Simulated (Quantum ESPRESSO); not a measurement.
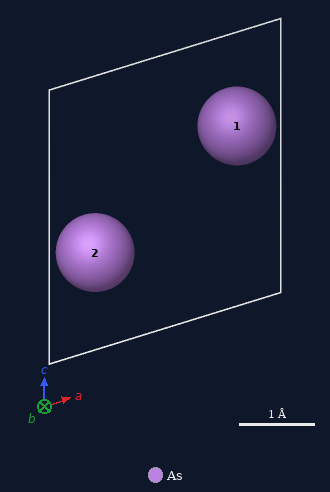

Figure 1. The structure as given in the input (ball-and-stick view of the reduced cell, along the b axis; atoms are numbered from 1 in the order of the input).

**Run report: As, relaxation of cell and atoms**

The run: relaxation of cell and atoms of As (P-1, 2 atoms in the cell). Method and program: Kohn-Sham DFT of a periodic cell, Q2D, JTH 2.0 PBE, no spin polarisation (Quantum ESPRESSO 7.5).

The structure derives from an entry of the Crystallography Open Database.

Input file
```python
import numpy as np
from ase.calculators.espresso import Espresso, EspressoProfile
from ase.io import read

atoms = read('POSCAR')

input_data = {
    'control': {'calculation': 'scf', 'prefix': 'pwscf', 'outdir': './tmp', 'tprnfor': True, 'tstress': True, 'disk_io': 'low'},
    'system': {'ecutwfc': 36.0, 'ecutrho': 216.0, 'nbnd': 22, 'input_dft': 'q2d', 'occupations': 'smearing', 'smearing': 'mv', 'degauss': 0.00734986},
    'electrons': {'conv_thr': 4e-10, 'electron_maxstep': 120, 'mixing_beta': 0.5},
}
pseudopotentials = {'As': 'As.GGA_PBE-JTH.UPF'}
profile = EspressoProfile(command='pw.x', pseudo_dir='pseudo')
dft = Espresso(profile=profile, input_data=input_data, pseudopotentials=pseudopotentials, kpts=(6, 6, 6), koffset=(0, 0, 0))
atoms.calc = dft

from ase.optimize import LBFGS
from ase.filters import FrechetCellFilter
done = LBFGS(FrechetCellFilter(atoms), trajectory='opt.traj').run(fmax=0.02, steps=30)
print('converged', done)
print('cell (A)', np.round(atoms.cell.cellpar(), 5))
print(f'energy {atoms.get_potential_energy():.8f} eV')
print('forces (eV/A)')
print(np.round(atoms.get_forces(), 6))
print('stress (eV/A^3, Voigt)')
print(np.round(atoms.get_stress(), 8))
print(f'Fermi level {dft.get_fermi_level():.4f} eV')
```

File POSCAR
```
As
1.0
    1.8807968987      1.0858785957      3.5140619945
   -1.8807968987      1.0858785957      3.5140619945
    0.0000000000     -2.1717571915      3.5140619945
As
2
Direct
    0.2033250000      0.2640880000      0.1899840000
    0.7974860000      0.7564740000      0.8013230000
```

Hardware: 1 thread of Arm Neoverse V1, 24 GiB of memory available, shared host.

Launch command:
```bash
OMP_NUM_THREADS=1 python run.py
```

Log
```
Step          Energy          fmax
LBFGS:    0    -9606.455598        3.619649
LBFGS:    1    -9606.792614        1.776103
LBFGS:    2    -9606.913515        0.664629
LBFGS:    3    -9606.942620        0.522302
LBFGS:    4    -9606.959158        0.524822
LBFGS:    5    -9606.975640        0.472306
LBFGS:    6    -9606.988197        0.283432
LBFGS:    7    -9606.991685        0.173275
LBFGS:    8    -9606.994169        0.154847
LBFGS:    9    -9606.994946        0.140422
LBFGS:   10    -9606.997070        0.078959
LBFGS:   11    -9606.997677        0.078332
LBFGS:   12    -9606.998301        0.065604
LBFGS:   13    -9606.998545        0.042458
LBFGS:   14    -9606.998649        0.006559
converged True
cell (A) [ 3.96427  3.96297  3.96561 56.59411 56.59877 56.58861]
energy -9606.99864865 eV
forces (eV/A)
[[-0.003835  0.000899 -0.001957]
 [ 0.003835 -0.000899  0.001957]]
stress (eV/A^3, Voigt)
[-2.9014e-04 -2.0475e-04 -5.7840e-05 -1.4140e-04  1.3772e-04 -1.4690e-05]
Fermi level 11.6699 eV
```

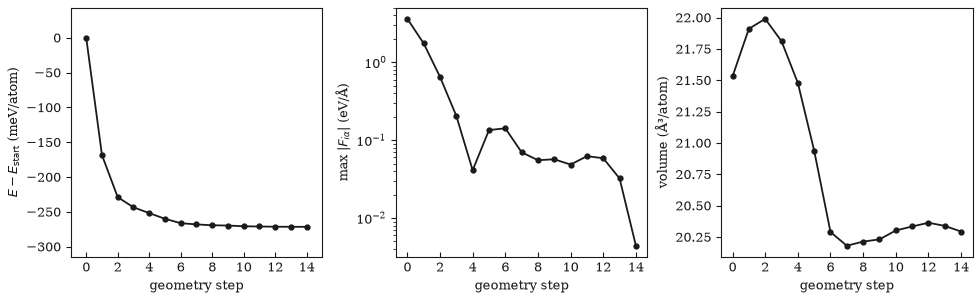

Figure 2. Progress of the relaxation, step by step (steps are counted from 0).

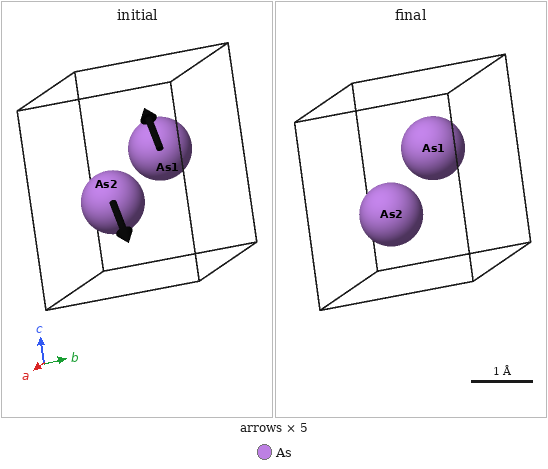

Figure 3. Before (left) and after (right) the relaxation, at one scale (ball-and-stick view of the reduced cell, seen slightly off an axis). The black arrows give the displacements (without the part carried along by the change of the cell), magnified 5 times. The energy falls by 272 meV per atom in 14 geometry steps. The largest force component goes from 3.6 to 0.0044 eV/Å. The largest moves relative to the cell, 0.18 Å, are those of As1 and As2. The volume changes by −5.7 %, with a = b 3.762 → 3.758 Å (−0.1 %), c 4.131 → 3.963 Å (−4.1 %), α 62.9° → 61.7°, β 62.9° → 61.7°. Among the contacts that change: As1–As2 2.205 → 2.514 Å. Among the angles that change: As2–As1–As2 105.7° → 96.7°, As2–As1–As2 104.1° → 96.8°. The space group (tolerance 0.01 Å) goes from P-1 (No. 2) to R-3m (No. 166). (Atoms are counted from 1 in the order of the input.)

Results in brief

| quantity | value |
| --- | --- |
| outcome | converged |
| space group (tolerance 0.01 Å) | P-1 (2) → R-3m (166) |
| electrons treated | 30 |
| free energy | −9606.9995 eV |
| Fermi energy | 11.670 eV |
| gap on the k-point mesh | none (metallic) |
| pressure | 0.03 GPa |
| final volume | 40.59 Å³ |
| largest force (length of the vector) at the end | 0.004 eV/Å |
| final cell | a = 3.964 Å, b = 3.963 Å, c = 3.966 Å, α = 56.59°, β = 56.60°, γ = 56.59° |
| wall time | 16 min |
| peak memory | 0.12 GiB |

Remarks

The record of the run, not the program, notes: potentials made for another functional. Points of doubt noted for this run: coarse mesh; potentials made for another functional.
